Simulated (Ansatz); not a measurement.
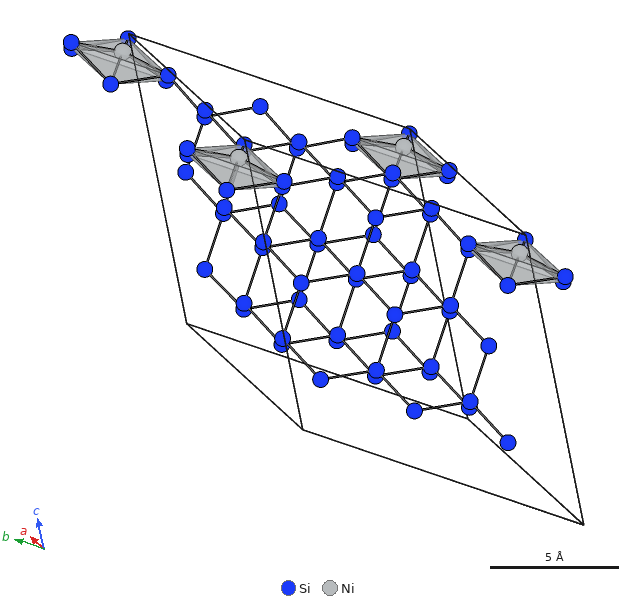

The figure gives a polyhedral picture of the atoms, viewed from a general direction. The parallelepiped is the simulation cell. Some atoms of the next cells are drawn as well.

Si54Ni, space group R3m (No. 160), a = 11.60 Å, b = 11.60 Å, c = 11.60 Å, α = 60.00°, β = 60.00°, γ = 60.00°.

The calculation used Ansatz, DFT PBE, scalar-relativistic, plane waves, PAW, with plane waves up to 420 eV, k-point mesh 2×2×2, Gaussian smearing of 0.02 eV, no spin polarisation (a spin-restricted run, not always the ground state).

**Metal or not?**

A semiconductor at this level, with a gap of 0.41 eV on the k-mesh (the true edges may lie between mesh points, so the gap can be somewhat smaller).

Provenance: a structure listed in the Materials Project, repeated into a supercell with a point defect put in. The cell was then strained or its atoms displaced on purpose. An electronic-structure calculation with Ansatz was run on it.
